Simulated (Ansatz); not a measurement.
SnO: geometry relaxation (part 2 of 2)

Continued. System: SnO (slab, 8 atoms in the cell). Method: DFT PBE+D3(BJ), scalar-relativistic, plane waves, PAW, no spin polarisation (Ansatz 0.2.0); cutoff 420 eV, 8×8×1 k-mesh, Gaussian smearing of 0.1 eV. The structure derives from an entry of the Crystallography Open Database. The input holds or restrains some coordinates. Forces given for the steps count only the free coordinates. It belongs to a series of runs on one base structure; here: clean slab, lower half held.

Geometry of the input (Å; fractional positions):
```
3.8371  0.0000  0.0000
0.0000  3.8371  0.0000
0.0000  0.0000  24.0788
Sn 0.5000  0.0000  0.3530
O  0.0000  0.0000  0.4011
O  0.5000  0.5000  0.4011
Sn 0.0000  0.5000  0.4492
Sn 0.5000  0.0000  0.5508
O  0.0000  0.0000  0.5989
O  0.5000  0.5000  0.5989
Sn 0.0000  0.5000  0.6470
```

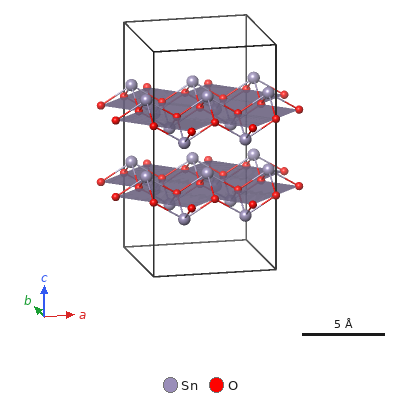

Fig. 1: The geometry at step 2 of the log (polyhedral view of the 2 × 2 repeat of the cell, with the vacuum cut short, seen slightly off an axis; polyhedra are completed across the faces of the cell).

Log, continued:
```
SCF iter   1: F=—  HF=-26368.096813 eV  |F-HF|=—  |Δ(HF+E_count)|=         —  Δρ=7.19e-4  dr2=1.98e-3  ethr=2.44e-5  p=0.002 e·Å  D=1.15e-3 V/Å  ΔV_dip=-0.03 eV  dr2_dipole=2.94e-6  V_vac-E_F(+/−)=3.98/4.01 eV  ⟨swp⟩=2.3  Hψ=1524  notcnv=0  defer=37
efield: sawtooth ramp at fractional position 0.9800 (handed on by an earlier solve), width 0.0400; the density the first Hamiltonian is built on has a dipole p = 0.002 e·Å; the dipole correction subtracts the counter field D = 1.15e-3 V/Å, which shifts the + side's vacuum level by -0.03 eV against the − side's; the planar-averaged density in the ramp window peaks in size at 3.9e-6 e/Å³
preconditioner: auto → Resta (q_TF=auto, 2.129 Å⁻¹)  ε∞=2.0  [insulator: Δε(μ)=1.076 eV  Ē_g=17.742 eV  σ=0.100 eV  W_gap=1.00  n_scr=60 (ndim 8)  ℏωp=17.6 eV  f_vac=0.568  D(μ)=0.00/eV (n_scr^D=0)  ε∞_Penn≈2.0  vacuum switching on, ρ_ref=2.3e-2 e/Å³]
SCF iter   2: F=—  HF=-26368.096257 eV  |F-HF|=—  |Δ(HF+E_count)|=   5.56e-4  Δρ=3.77e-4  dr2=3.81e-4  ethr=2.47e-6  p=0.003 e·Å  D=1.37e-3 V/Å  ΔV_dip=-0.03 eV  dr2_dipole=1.15e-5  V_vac-E_F(+/−)=3.98/4.01 eV  ⟨swp⟩=2.0  Hψ=1032  notcnv=0  defer=37
SCF iter   3: F=—  HF=-26368.096256 eV  |F-HF|=—  |Δ(HF+E_count)|=   9.26e-7  Δρ=2.57e-4  dr2=4.11e-4  ethr=4.76e-7  p=-0.001 e·Å  D=-4.53e-4 V/Å  ΔV_dip=0.01 eV  dr2_dipole=7.00e-5  V_vac-E_F(+/−)=4.01/4.00 eV  ⟨swp⟩=2.0  Hψ=961  notcnv=0  defer=37
SCF iter   4: F=—  HF=-26368.096187 eV  |F-HF|=—  |Δ(HF+E_count)|=   6.92e-5  Δρ=7.28e-5  dr2=1.37e-5  ethr=4.76e-7  p=0.002 e·Å  D=7.87e-4 V/Å  ΔV_dip=-0.02 eV  dr2_dipole=7.87e-7  V_vac-E_F(+/−)=3.99/4.01 eV  ⟨swp⟩=2.0  Hψ=863  notcnv=0  defer=37
SCF iter   5: F=—  HF=-26368.096075 eV  |F-HF|=—  |Δ(HF+E_count)|=   1.12e-4  Δρ=3.23e-5  dr2=4.34e-6  ethr=1.71e-8  p=0.001 e·Å  D=6.73e-4 V/Å  ΔV_dip=-0.02 eV  dr2_dipole=4.60e-8  V_vac-E_F(+/−)=3.99/4.01 eV  ⟨swp⟩=2.3  Hψ=1036  notcnv=0  defer=37
SCF iter   6: F=—  HF=-26368.096074 eV  |F-HF|=—  |Δ(HF+E_count)|=   4.57e-7  Δρ=7.63e-6  dr2=2.10e-7  ethr=5.43e-9  p=0.001 e·Å  D=7.04e-4 V/Å  ΔV_dip=-0.02 eV  dr2_dipole=1.23e-9  V_vac-E_F(+/−)=3.99/4.01 eV  ⟨swp⟩=2.0  Hψ=943  notcnv=0  defer=37
SCF iter   7: F=-26368.096074 eV  HF=-26368.096074 eV  |F-HF|=3.09e-9  |Δ(HF+E_count)|=   3.65e-8  Δρ=3.10e-6  dr2=4.23e-8  ethr=1.25e-10  p=0.001 e·Å  D=7.04e-4 V/Å  ΔV_dip=-0.02 eV  dr2_dipole=4.87e-11  V_vac-E_F(+/−)=3.99/4.01 eV  ⟨swp⟩=19.5  Hψ=6424  notcnv=0
SCF 3 converged in 7 iterations: F = -26368.096074 eV  dr2 = 4.23e-8
relax step   3: F+E_penalty+E_count = -26368.09607441 eV  Δ(F+E_penalty+E_count) = -7.169e-4 eV  max|allowed force component| = 3.684e-3 eV/Å  Δτ_max = 0.0213 Å  (7 SCF iters, accepted)
WARN: The output density's exchange-correlation potential varies sharply where the density is thin. Do not read a vacuum level from v_tot or v_xc, or from such a field of the output density. On a cell that repeats whose density bears no net charge and no dipole along the vacuum's axis use v_es (v_loc + v_h of the components); under efield.dipole_correction with no amplitude use v_es + v_field, which holds any external_charges[].barrier, or the levels of the report's work_function block, which leave it out; under a non-zero efield.amplitude the vacuum is tilted and has no level; on a cell that repeats and bears such a dipole with no correction it is tilted too, and efield.dipole_correction with no amplitude gives each side of its ramp a level where efield: is served; in a cell that repeats whose density bears a net charge (total_charge, or a fill off its count) it is curved and has none; of a slab under crystal.periodic whose density bears no net charge use v_es, which has a level on each side, short of where the two are joined; of another it falls or rises all the way out and has none; of a slab beside external_charges read slab_vacuum_level instead, which it has where they leave it neutral. The grid or the basis barely resolves most such structure, and the values can differ between equally converged runs; as a rule a tighter scf.convergence.dr2_threshold does not remove it. Where the density itself ripples (under the LDA too) a higher basis.ecutwfc lessens it. The files hold the spikes' plane waves up to the density's cutoff. Files: v_tot_of_output_density and the like, and their columns of v_z.tsv (output.write_potential); v_xc_of_output_density and the like, and their columns of v_comp_z.tsv (output.write_potential_components). Measured: with its Gaussian average of σ = 0.25 Å subtracted twice, the exchange-correlation potential is over 0.1 eV at 7 of the grid points where the equally averaged density (valence and model cores) is under 1e-3 e/Å³, and 0.128 eV at the most among them, at an averaged density of 9.4e-4 e/Å³. The input density's (outcome.potential() and, of a run that writes arrays, v_tot and v_xc) is over 0.1 eV, so measured, at 4 points of its own thin density, 0.130 eV at the most. See output.write_potential in the manual, Limitations
SCF converged after 7 iterations
Free energy (F): -26368.096074 eV
Harris-Foulkes:  -26368.096074 eV  (|F-HF|=3.09e-9)
Internal energy: -26368.096074 eV  (E = F + TS)
E sigma→0 (E₀):  -26368.096074 eV
Fermi energy:    1.587829 eV
Dipole field:    D = 0.000711 V/Å  (p = 0.001393 e·Å, saw-weighted, corrected)
Work function:   Φ+ = 3.9927 eV   Φ− = 4.0098 eV
Levels:          The Fermi level and band energies are counted from a zero that moves with the ramp; work functions are not
--- Per-component energies (eV) ---
  E_band       = -1040.143507
  E_kinetic    = 1445.664001
  E_local      = -66603.903228  (includes V_loc(G=0)·N_el)
  E_nonlocal   = 63.737873
  E_hartree    = 33187.947643
  E_xc         = -1825.286439
  E_vxc        = -760.096397  (∫ρ·V_xc dr)
  E_paw        = -17176.335936  (= ΣΔE_a)
  E_vpaw       = -1561.422495  (= ΣTr[D̂ρ^β])
  E_aug_tail   = 0.009589  (compensation charges beyond the density's cutoff)
  E_efield     = 0.000000  (sawtooth field / dipole correction)
  E_vefield    = -0.000963  (∫n·V_field dr)
  E_ewald      = 24541.522592
  E_disp       = -1.452169  (pairwise vdW)
  E_smearing   = -0.000000  (= −TS)
  E_closure    = -0.000000  (closes the sum)
  Σ components = -26368.096074   (vs F -26368.096074, Δ=0.00e0)
--- Forces (eV/Å), atoms counted from 1 ---
  atom   1  Sn    -0.00000000     0.00000000    -0.19110109
  atom   2  O     -0.00000000     0.00000000     0.01842296
  atom   3  O      0.00000000     0.00000000     0.01842296
  atom   4  Sn     0.00000000     0.00000000     0.15586714
  atom   5  Sn    -0.00000000     0.00000000    -0.00368410
  atom   6  O     -0.00000000     0.00000000    -0.00067516
  atom   7  O      0.00000000     0.00000000    -0.00067516
  atom   8  Sn     0.00000000     0.00000000     0.00362626
  max |Σ_I F_I| component: 2.04e-4 eV/Å
--- Band table (eV; the first three rows and the last of 15) ---
  k-point 0: bands = ["-20.4475", "-20.4186", "-20.0614", "-20.0498", "-20.0496", "-20.0496", "-20.0268", "-20.0184", "-20.0184", "-20.0117", "-20.0055", "-19.9824", "-19.9634", "-19.9598", "-19.9395", "-19.9395", "-19.9392", "-19.9320", "-19.9281", "-19.9281", "-18.5166", "-18.4471", "-16.0207", "-15.9830", "-7.2602", "-6.3631", "-4.5738", "-4.5738", "-4.4752", "-4.4752", "-4.3172", "-2.6392", "-1.9292", "-1.8733", "-1.6002", "-1.6002", "-1.5301", "-1.5301", "-0.1564", "1.0111", "3.1778", "3.2647", "3.4067", "4.7701", "4.7701", "5.3942", "5.5352", "5.6904"]
  k-point 1: bands = ["-20.4397", "-20.4115", "-20.0729", "-20.0506", "-20.0486", "-20.0440", "-20.0349", "-20.0209", "-20.0154", "-20.0095", "-20.0087", "-19.9874", "-19.9819", "-19.9707", "-19.9629", "-19.9600", "-19.9376", "-19.9291", "-19.9242", "-19.9184", "-18.3920", "-18.3249", "-16.0943", "-16.0556", "-7.1777", "-6.3669", "-4.6396", "-4.5294", "-4.4758", "-4.3797", "-4.2748", "-3.1564", "-2.1033", "-2.0626", "-1.7348", "-1.6647", "-1.6477", "-1.2614", "-0.1138", "1.0453", "3.4301", "3.6000", "3.8044", "4.0115", "4.9221", "5.5126", "5.6932", "5.7053"]
  k-point 2: bands = ["-20.4180", "-20.3914", "-20.1488", "-20.1192", "-20.0489", "-20.0442", "-20.0275", "-20.0214", "-20.0166", "-20.0145", "-20.0139", "-20.0050", "-19.9901", "-19.9658", "-19.9634", "-19.9554", "-19.9368", "-19.9310", "-19.9176", "-19.9130", "-18.0660", "-18.0035", "-16.3158", "-16.2744", "-6.9379", "-6.3476", "-4.8607", "-4.4761", "-4.3398", "-4.1917", "-4.1021", "-4.0335", "-2.4449", "-2.4113", "-2.1052", "-2.0351", "-1.7620", "-0.8768", "-0.0462", "0.7636", "3.3470", "4.2336", "4.2818", "4.6698", "4.7695", "5.0828", "5.3684", "6.0981"]
  k-point 14: bands = ["-20.3782", "-20.3782", "-20.3480", "-20.3480", "-20.0536", "-20.0413", "-20.0199", "-20.0092", "-20.0060", "-20.0055", "-19.9713", "-19.9676", "-19.9502", "-19.9450", "-19.9450", "-19.9384", "-19.9193", "-19.9193", "-19.8968", "-19.8929", "-16.8944", "-16.8944", "-16.8399", "-16.8399", "-7.3902", "-7.3723", "-7.2928", "-7.2706", "-3.8208", "-3.8208", "-3.5576", "-3.5576", "-0.9590", "-0.9566", "-0.9487", "-0.9394", "-0.8862", "-0.8747", "-0.3750", "-0.3568", "2.1236", "2.1236", "3.9753", "3.9753", "4.9352", "4.9352", "6.3248", "6.3479"]
--- Relaxed structure (3 steps of the walk, 3 accepted, 0 SCFs on fresh bases) ---
  F+E_penalty+E_count = -26368.09607441 eV   max|allowed force component| = 3.684e-3 eV/Å
  atoms:
    - { symbol: Sn, position: [0.5000000000000001, 0.0, 0.35300716830000006] }
    - { symbol: O, position: [0.0, 0.0, 0.4011137674] }
    - { symbol: O, position: [0.5000000000000001, 0.5000000000000001, 0.4011137674] }
    - { symbol: Sn, position: [0.0, 0.5000000000000001, 0.4492203664] }
    - { symbol: Sn, position: [0.5000000000000001, 0.0, 0.5517972091197545] }
    - { symbol: O, position: [5.0506082192547625e-34, 0.0, 0.6002584274595599] }
    - { symbol: O, position: [0.5000000000000001, 0.5000000000000001, 0.6002584274595599] }
    - { symbol: Sn, position: [3.137023738667554e-36, 0.5000000000000001, 0.6488198836266024] }
```

Trajectory as extended XYZ (Å, eV, eV/Å), 3 frames, from step=1 to step=3:
```
8
Lattice="3.8371 0.0000 0.0000 0.0000 3.8371 0.0000 0.0000 0.0000 24.0788" Properties=species:S:1:pos:R:3:forces:R:3 step=1 energy=-26368.09414
Sn    1.9185    0.0000    8.5000    0.0000   0.0000  -0.1871
O     0.0000    0.0000    9.6584    0.0000   0.0000   0.0148
O     1.9185    1.9185    9.6584    0.0000   0.0000   0.0148
Sn    0.0000    1.9185   10.8167    0.0000   0.0000   0.1383
Sn    1.9185    0.0000   13.2621    0.0000   0.0000  -0.1384
O     0.0000    0.0000   14.4205    0.0000   0.0000  -0.0147
O     1.9185    1.9185   14.4205    0.0000   0.0000  -0.0147
Sn    0.0000    1.9185   15.5788    0.0000   0.0000   0.1871
8
Lattice="3.8371 0.0000 0.0000 0.0000 3.8371 0.0000 0.0000 0.0000 24.0788" Properties=species:S:1:pos:R:3:forces:R:3 step=2 energy=-26368.09536
Sn    1.9185    0.0000    8.5000    0.0000   0.0000  -0.1923
O     0.0000    0.0000    9.6584    0.0000   0.0000   0.0193
O     1.9185    1.9185    9.6584    0.0000   0.0000   0.0193
Sn    0.0000    1.9185   10.8167    0.0000   0.0000   0.1620
Sn    1.9185    0.0000   13.2951    0.0000   0.0000   0.0896
O     0.0000    0.0000   14.4677    0.0000   0.0000   0.0093
O     1.9185    1.9185   14.4677    0.0000   0.0000   0.0093
Sn    0.0000    1.9185   15.6441    0.0000   0.0000  -0.1173
8
Lattice="3.8371 0.0000 0.0000 0.0000 3.8371 0.0000 0.0000 0.0000 24.0788" Properties=species:S:1:pos:R:3:forces:R:3 step=3 energy=-26368.09607
Sn    1.9185    0.0000    8.5000    0.0000   0.0000  -0.1911
O     0.0000    0.0000    9.6584    0.0000   0.0000   0.0184
O     1.9185    1.9185    9.6584    0.0000   0.0000   0.0184
Sn    0.0000    1.9185   10.8167    0.0000   0.0000   0.1559
Sn    1.9185    0.0000   13.2866    0.0000   0.0000  -0.0037
O     0.0000    0.0000   14.4535    0.0000   0.0000  -0.0007
O     1.9185    1.9185   14.4535    0.0000   0.0000  -0.0007
Sn    0.0000    1.9185   15.6228    0.0000   0.0000   0.0036
```

Results in brief:

```json
{"quantity": "outcome", "value": "converged under the restraints of the input"}
{"quantity": "electrons treated", "value": "80"}
{"quantity": "free energy", "value": "−26368.0961 eV"}
{"quantity": "work function, top face", "value": "3.99 eV"}
{"quantity": "work function, bottom face", "value": "4.01 eV"}
{"quantity": "Fermi energy", "value": "1.588 eV"}
{"quantity": "gap on the k-point mesh", "value": "1.08 eV"}
{"quantity": "final volume", "value": "354.52 Å³"}
{"quantity": "work function (upper face)", "value": "3.99 eV"}
{"quantity": "largest force (length of the vector) at the end, held atoms and coordinates included", "value": "0.191 eV/Å"}
{"quantity": "hardware", "value": "2 threads of Arm Neoverse V2, 24 GiB of memory available, shared host"}
{"quantity": "wall time", "value": "33 s (CPU time 65 s)"}
{"quantity": "peak memory", "value": "0.62 GiB"}
```

Notes:

Warnings of the run: the exchange-correlation potential is rough where the density is thin.
